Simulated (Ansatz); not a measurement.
System: Ge.

```yaml
crystal:
  lattice:
    - [-3.03047, 0.00000, -0.07573]
    - [0.00000, -5.41126, 0.00000]
    - [0.07312, 0.00000, 2.72146]
  atoms:
    - { symbol: Ge, position: [0.50000, 0.00000, 0.00000] }
    - { symbol: Ge, position: [0.00000, 0.50000, 0.00000] }
```

Space group C2/m; a structure from a database of computed crystals, not necessarily the ambient phase; changed on purpose from its base cell (strained and moved within a subgroup); computed pressure about −10 GPa in this cell.

These are results of DFT PBEsol, scalar-relativistic, plane waves, PAW (Ansatz), not measurements.

Question: Predict the valence pseudo-density and electron localisation function between the atoms.

Answer: Ge–Ge (2.72 Å): ρ is about 0.34 e/Å³ halfway, with its minimum of 0.29 e/Å³ about 1.5 Å from Ge; the ELF peaks at about 0.60 between the atoms.

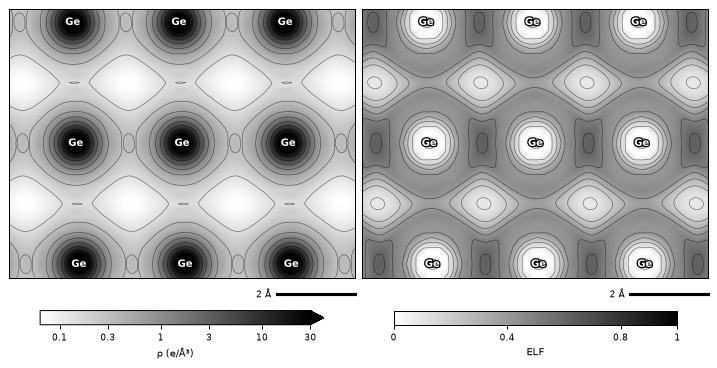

Computed valence pseudo-density and electron localisation function on the (110) plane of the conventional cell, in this order. 

In a PAW calculation such maps are meaningful between the atoms, not at the nuclei.
